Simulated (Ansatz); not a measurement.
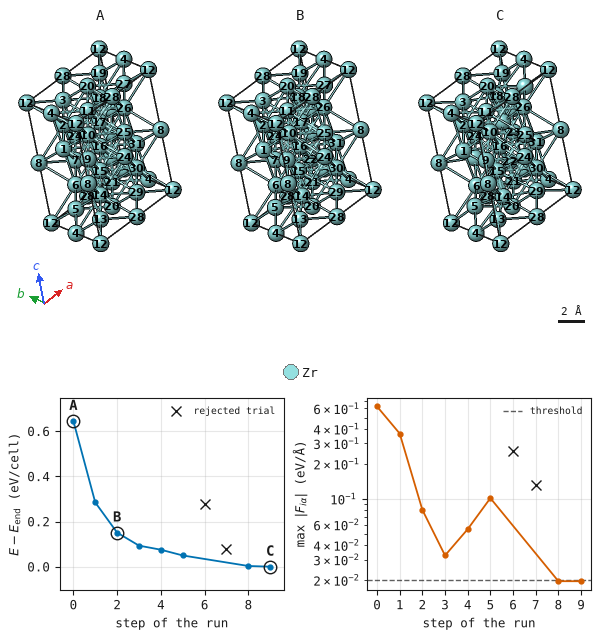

Frames of a relaxation of a defect cell of composition Zr, marked on the history of the run. A ball-and-stick model of the cell of the calculation, seen slightly off an axis.

Case: Zr vacancy, atoms relaxed.

Theory: DFT PBE, scalar-relativistic, plane waves, PAW (Ansatz 0.2.0). Settings: plane-wave cutoff 420 eV; k-point mesh 4 × 4 × 4; occupations gaussian; smearing width 0.1 eV; no spin polarisation; atoms relaxed in a fixed cell; force threshold 0.02 eV/Å; at most 50 steps.

Describe the path.

Over 7 accepted moves (9 points after the start) the energy falls by 0.645 eV per cell of the calculation. Largest force component: 0.62 eV/Å at the start, 0.02 eV/Å at the end. The line search rejected the trial steps at points 6, 7 of the run. The largest moves, 0.29 Å, are those of Zr6, Zr10, Zr14, Zr18, Zr22 and Zr26. Zr22 goes along [−1 1 −1]. The cell doesn't change. Among the contacts that change: Zr10–Zr28 3.575 → 3.289 Å, Zr11–Zr13 3.575 → 3.823 Å, Zr15–Zr30 3.096 → 3.342 Å, Zr13–Zr30 3.096 → 2.881 Å. Cost: 4.7 min on 4 threads of Intel(R) Xeon(R) Processor @ 2.30GHz (shared host), peak memory 1.9 GiB. From step 0 to 2: Zr atoms move most (0.16 Å), energy −0.494 eV per cell of the calculation. From step 2 to 9: Zr atoms move most (0.17 Å), energy −0.151 eV per cell of the calculation.

```tsv
step	E − E(0), meV/atom	largest force component, eV/Å	note
0	0.00	0.6236	
1	-11.63	0.3648	
2	-15.94	0.0803	
3	-17.80	0.0325	
4	-18.38	0.0548	
5	-19.20	0.1013	
6	-11.92	0.2605	rejected
7	-18.29	0.1302	rejected
8	-20.71	0.0195	
9	-20.80	0.0195
```
